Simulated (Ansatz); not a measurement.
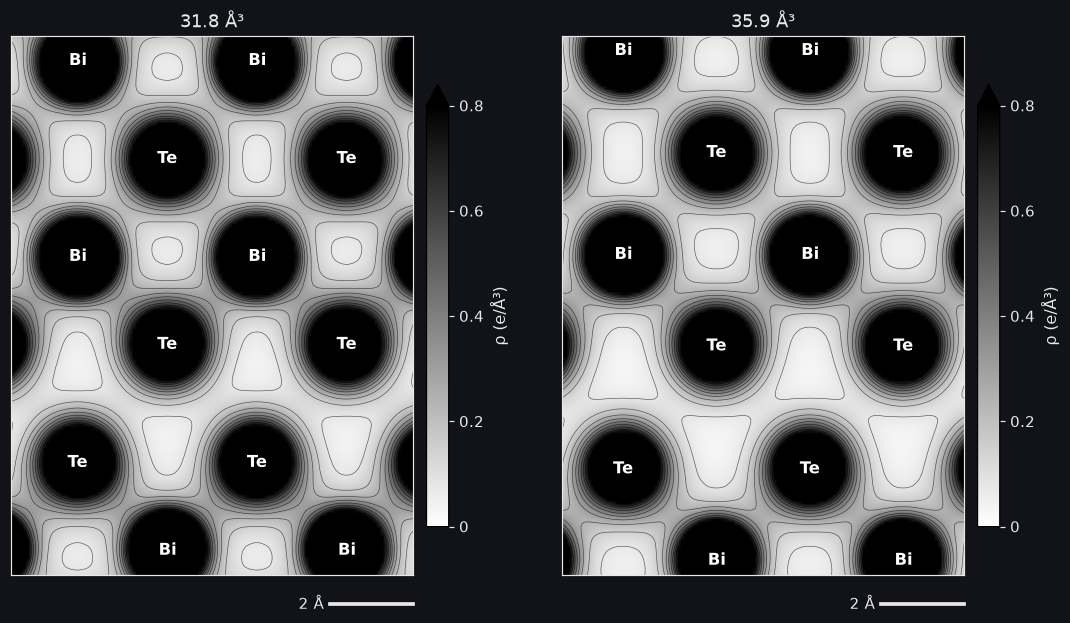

Bi$_{2}$Te$_{3}$. The valence electron density of cells scaled evenly to different volumes (given per atom above each panel), on the (111) plane of each (indices in the axes of the cell below), at one length scale and on one colour scale.

All numbers below come from Ansatz 0.2.0, Kohn-Sham DFT of a periodic cell, SVWN5, Ansatz PAW.

The density is the valence pseudo-density of a PAW calculation; it isn't the true density close to the nuclei.

The largest cell:

```yaml
crystal:
  lattice:
    - [4.47202, 0.00000, 0.00000]
    - [-2.23601, 1.29096, 10.36504]
    - [2.23601, -3.87288, 0.00000]
  atoms:
    - { symbol: Bi, position: [0.60000, 0.80000, 0.60000] }
    - { symbol: Bi, position: [0.40000, 0.20000, 0.40000] }
    - { symbol: Te, position: [0.79050, 0.37150, 0.79050] }
    - { symbol: Te, position: [0.20950, 0.62850, 0.20950] }
    - { symbol: Te, position: [0.00000, 0.00000, 0.00000] }
```

| volume (Å³/atom) | Bi–Te contact in the plane (Å) | ρ at its midpoint (e/Å³) | pressure (GPa) | 
| --- | --- | --- | --- |
| 31.84 | 3.012 | 0.309 | 1.7 | 
| 35.23 | 3.115 | ? | ? | 
| 35.90 | 3.135 | 0.260 | −4.3 | 

### Estimate the missing row, and compare with the calculation.

Over the known rows ln ρ falls by 1.40 per Å of Bi–Te distance (the line through the two), which gives 0.267 e/Å³ at 3.115 Å; the calculation gives 0.267 e/Å³. For the pressure, a straight line in volume between the neighbouring rows gives −3.3 GPa; the calculation gives −3.5.
